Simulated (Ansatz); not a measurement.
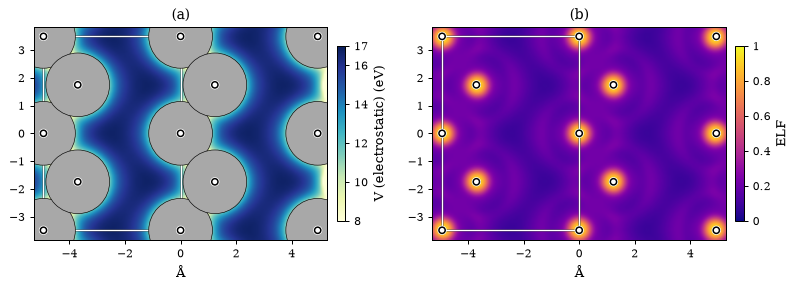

Figure 1: Cu. (a) electrostatic potential energy of an electron; (b) ELF on the (011) plane of the conventional cell. Circles mark the nuclei in the plane (Cu). Grey discs cover the atomic cores in the potential map.

Space group Fd-3m; set up as Cu, diamond; a generated structure, not necessarily the stable one; changed on purpose from its base cell (volume × 0.88); computed pressure about 14 GPa in this cell; computed without spin polarisation.

Level of theory: Ansatz, DFT, LDA (PW92), plane waves (420 eV) with PAW, scalar-relativistic.

Core electrons are frozen (PAW), and the valence fields are smoothed inside the atomic spheres.

Input

```
crystal:
  lattice:
    - [0.0, 2.4670511176, 2.4670511176]
    - [2.4670511176, 0.0, 2.4670511176]
    - [2.4670511176, 2.4670511176, 0.0]
  atoms:
    - { symbol: Cu, position: [0.125, 0.125, 0.125] }
    - { symbol: Cu, position: [0.875, 0.875, 0.875] }
hamiltonian:
  xc: lda
  pseudopotentials:
    kind: paw
    azcp:
      Cu: "pseudopotentials/Cu.paw.azcp"
basis:
  ecutwfc: 420
  fft_grid_basis: typed
kpoints:
  mp_grid: { grid: [12, 12, 12], shift: [0, 0, 0] }
magnetization:
  spin_polarized: false
scf:
  occupations: { method: fermi_dirac, width: 0.1 }
  lower_state_search: "off"
output:
  stress: true
  write_density: true
  write_potential: true
  elf: true
  volumetric_format: npy
```

Below, planes, directions and counts refer to the conventional cell (a = 4.93 Å, b = 4.93 Å, c = 4.93 Å, α = 90.00°, β = 90.00°, γ = 90.00°).

### What does the map show?

The section cuts through Cu sites. Cu–Cu (2.14 Å): the ELF is about 0.20 at the midpoint; no shared electron pair shows on this line. The features right at Cu lie inside the PAW spheres, where the map follows smoothed inner orbitals and isn't to be read closely. Outside the cores the potential energy rises away from the atoms and is highest about 2.1 Å from the nearest atoms; its zero is arbitrary.

### Does the calculation give a band gap?

It is gapless in this calculation (a metal or semimetal).
